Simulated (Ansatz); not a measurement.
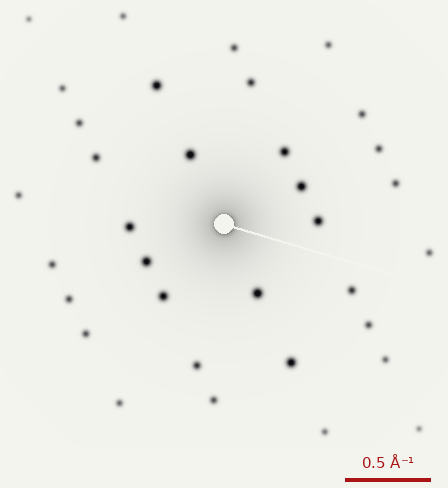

Kinematic zone-axis pattern, calculated for 300 keV electrons with B = 0.5 Å².

Candidate phases (model or computed cells):
A. Co, space group Fm-3m (No. 225), a = 3.51 Å
B. Co, space group Fm-3m (No. 225), a = 3.48 Å
C. Co, space group Pm-3n (No. 223), a = 4.397 Å
D. Co, space group P6_3/mmc (No. 194), a = 2.41 Å, c = 7.86 Å (hexagonal axes)

**Which candidate gives this pattern, and along which zone?**

Candidate C (Co), along [210] or an equivalent direction. The spots form a rectangular net whose two shortest vectors correspond to d = 4.40 Å and 1.97 Å, 90.0° apart. They index as 0 0 1 (itself extinct) and 1 -2 0; no zone of the other candidates with indices up to 3 has this net. Some points of the net are extinct or too weak to see.
